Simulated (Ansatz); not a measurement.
Hf$_{15}$O$_{32}$ (cell with a defect)

Input

```
crystal:
  lattice:
    - [0.0, 7.2086095624, 5.2639672426]
    - [7.2086095624, 0.0, -5.2639672426]
    - [-7.2086095624, 0.0, -5.2639672426]
  atoms:
    - { symbol: Hf, position: [0.7560678443, -0.0013269651, 0.2486730349] }
    - { symbol: Hf, position: [0.25, 0.5013269651, 0.2573948094] }
    - { symbol: Hf, position: [0.25, 0.0073948094, 0.7513269651] }
    - { symbol: Hf, position: [0.75, 0.75, 0.5] }
    - { symbol: Hf, position: [0.75, 0.25, 0.0] }
    - { symbol: Hf, position: [0.25, 0.75, 0.0] }
    - { symbol: Hf, position: [0.7439321557, 0.4926051906, 0.7426051906] }
    - { symbol: Hf, position: [0.5014202192, 0.24611837, 0.2520212748] }
    - { symbol: Hf, position: [-0.0014202192, -0.0053018493, 0.0006010555] }
    - { symbol: Hf, position: [0.4940970952, 0.4979787252, -0.0006010555] }
    - { symbol: Hf, position: [0.5014202192, 0.0020212748, 0.49611837] }
    - { symbol: Hf, position: [-0.0014202192, 0.7506010555, 0.2446981507] }
    - { symbol: Hf, position: [0.0059029048, 0.25388163, 0.7553018493] }
    - { symbol: Hf, position: [0.4940970952, 0.7493989445, 0.7479787252] }
    - { symbol: Hf, position: [0.0059029048, 0.5053018493, 0.50388163] }
    - { symbol: O, position: [0.25, 0.0108196452, 0.518358923], spin: 0.25 }
    - { symbol: O, position: [0.7384462985, 0.7695911816, 0.2739511506] }
    - { symbol: O, position: [0.25, 0.268358923, 0.2608196452], spin: 0.25 }
    - { symbol: O, position: [0.25, 0.7806314694, 0.7781422465] }
    - { symbol: O, position: [0.7615537015, 0.5355048521, 0.5311448831] }
    - { symbol: O, position: [0.7384462985, 0.0239511506, 0.0195911816] }
    - { symbol: O, position: [0.25, 0.5281422465, 0.0306314694] }
    - { symbol: O, position: [0.7615537015, 0.2811448831, 0.7855048521] }
    - { symbol: O, position: [0.5294141259, 0.2357018105, 0.4857018105], spin: 0.25 }
    - { symbol: O, position: [-0.0294141259, 0.9562876846, 0.2062876846], spin: 0.25 }
    - { symbol: O, position: [0.4957405352, 0.4665630711, 0.2235466748] }
    - { symbol: O, position: [0.4957405352, 0.9735466748, 0.7165630711] }
    - { symbol: O, position: [0.0042594648, 0.7278061396, 0.4708225359] }
    - { symbol: O, position: [0.0042594648, 0.2208225359, 0.9778061396] }
    - { symbol: O, position: [0.4927590602, 0.7186462788, 0.9686462788] }
    - { symbol: O, position: [0.0072409398, 0.4758872186, 0.7258872186] }
    - { symbol: O, position: [0.5075392778, 0.4891803548, 0.7391803548], spin: 0.25 }
    - { symbol: O, position: [-0.0075392778, 0.231641077, 0.481641077], spin: 0.25 }
    - { symbol: O, position: [0.504359969, 0.7304088184, 0.4688551169] }
    - { symbol: O, position: [0.504359969, 0.2188551169, 0.9804088184] }
    - { symbol: O, position: [-0.004359969, 0.9644951479, 0.7260488494] }
    - { symbol: O, position: [-0.004359969, 0.4760488494, 0.2144951479] }
    - { symbol: O, position: [0.502489223, 0.9718577535, 0.2218577535] }
    - { symbol: O, position: [-0.002489223, 0.7193685306, 0.9693685306] }
    - { symbol: O, position: [0.25, 0.2642981895, 0.7937123154], spin: 0.25 }
    - { symbol: O, position: [0.7569836037, 0.0334369289, 0.5291774641] }
    - { symbol: O, position: [0.25, 0.5437123154, 0.5142981895], spin: 0.25 }
    - { symbol: O, position: [0.25, 0.0241127814, 0.0313537212] }
    - { symbol: O, position: [0.7430163963, 0.7721938604, 0.7764533252] }
    - { symbol: O, position: [0.7569836037, 0.2791774641, 0.2834369289] }
    - { symbol: O, position: [0.25, 0.7813537212, 0.2741127814] }
    - { symbol: O, position: [0.7430163963, 0.5264533252, 0.0221938604] }
  host:
    lattice:
      - [3.6043047812, 0.0, 0.0]
      - [0.0, 3.6043047812, 0.0]
      - [0.0, 0.0, 5.2639672426]
    atoms:
      - { symbol: Hf, position: [0.5, 0.5, 0.5] }
      - { symbol: Hf, position: [0.0, 0.0, 0.0] }
      - { symbol: O, position: [0.0, 0.5, 0.6932520961] }
      - { symbol: O, position: [0.5, 0.0, 0.8067479039] }
      - { symbol: O, position: [0.5, 0.0, 0.3067479039] }
      - { symbol: O, position: [0.0, 0.5, 0.1932520961] }
basis:
  ecutwfc: 420
  xc_grid: 2
kpoints:
  mp_grid: { grid: [2, 2, 2], shift: [0.5, 0.5, 0.5] }
hamiltonian:
  xc: pbe
scf:
  occupations: { method: gaussian, width: 0.01 }
output:
  forces: true
  stress: false
  eigenvalues: true
  populations: true
  charged_corrections: { defect_position: [0.25, 0.25, 0.5] }
  write_density: true
  write_potential: true
  elf: true
  volumetric_format: npy
magnetization:
  spin_polarized: true
relax:
  adjacent_minimum: "off"
  f_tol: 0.025
  max_steps: 45
```

Run with:

```sh
ansatz run input.yaml --threads 4 --pin off --max-ram 10240MiB --backend cpu --events-out ev --progress --plain --runs-dir out
```

Spin-polarised.

Level of theory: DFT PBE, scalar-relativistic, plane waves, PAW in Ansatz 0.2.0.

The density is the valence pseudo-density of a PAW calculation; it isn't the true density close to the nuclei.

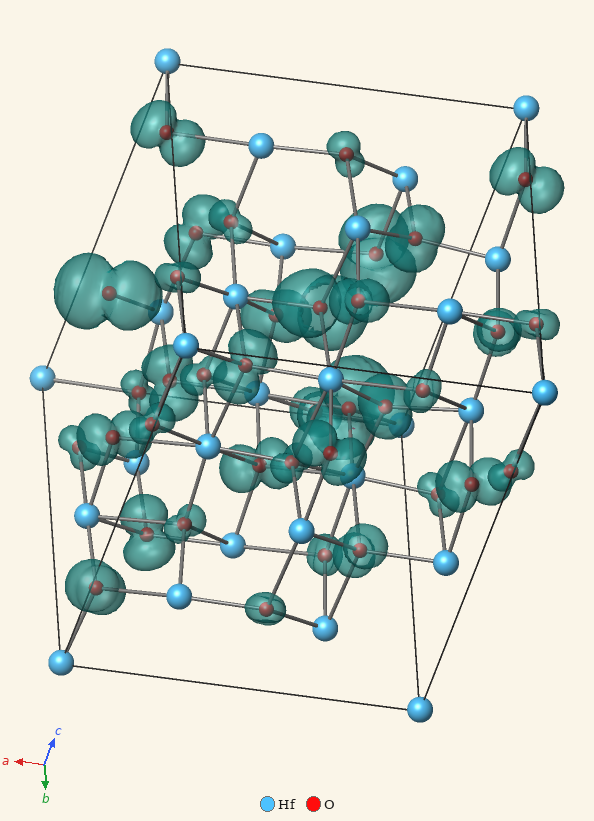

Figure 1. Isosurfaces of the spin density (up minus down) at +0.015 (teal) and −0.015 e/Å³ (pink), seen at an oblique angle. Sticks mark near contacts.

Q: Where is the spin, and how is it ordered?

A: The spin density sits on O: +0.6 μB (×4) in one cell of 47 atoms, with smaller moments on other sites: O (up to +0.09 μB): parallel main moments (a ferromagnetic arrangement) in this solution. The cell of the calculation (47 atoms) carries 4.0 μB of net spin moment.

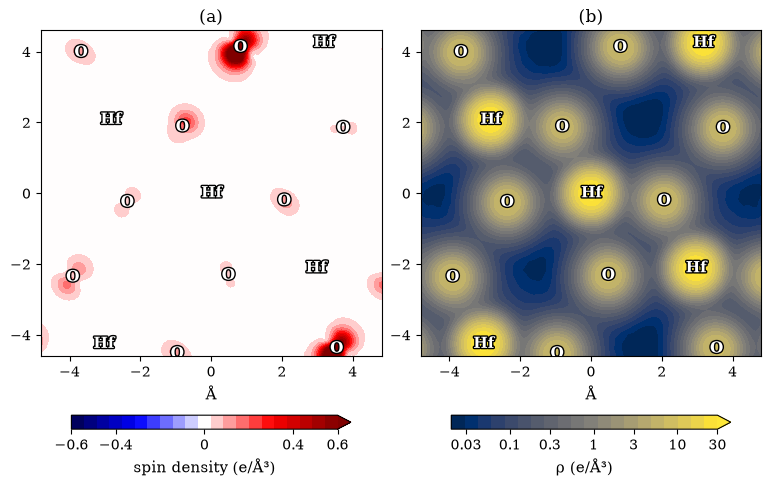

Figure 2. (a) magnetisation density (up minus down); (b) valence electron density on the (100) plane of the calculation cell.

Q: What does the map show?

A: The section cuts through Hf and O sites. Hf–O (2.05 Å): ρ is about 0.85 e/Å³ halfway. Hf–O (2.07 Å): ρ is about 0.8 e/Å³ halfway. Hf–O (2.37 Å): ρ at the midpoint is about 0.35 e/Å³. Between the atoms the lowest density in this plane is 0.02 e/Å³.

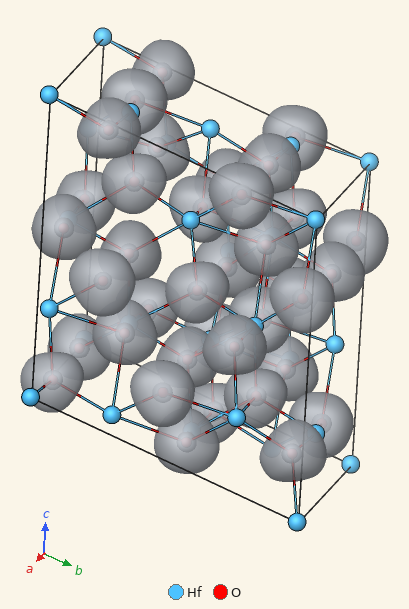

Figure 3. Isosurface of the ELF at 0.6 (grey), seen slightly off an axis. Only the valence region is drawn (cores and ρ < 0.01 e/Å³ removed). Sticks mark near contacts.

Q: Identify the bonds, lone pairs and shells in this picture.

A: At this value the surface marks out 32 regions wrapped around O (the valence shell of each), counted in one cell of 47 atoms. Regions shared between cells count once. Profiles from the grid: Hf–O (2.05 Å): the ELF peaks at about 0.85 in the valence shell of O, 0.6 Å from its nucleus, and drops to about 0.20 between the two atoms (no shared electron pair shows on this line). Hf–O (2.09 Å): the ELF peaks at about 0.85 in the valence shell of O, 0.6 Å from its nucleus, and drops to about 0.20 between the two atoms: no localised pair shows between them.
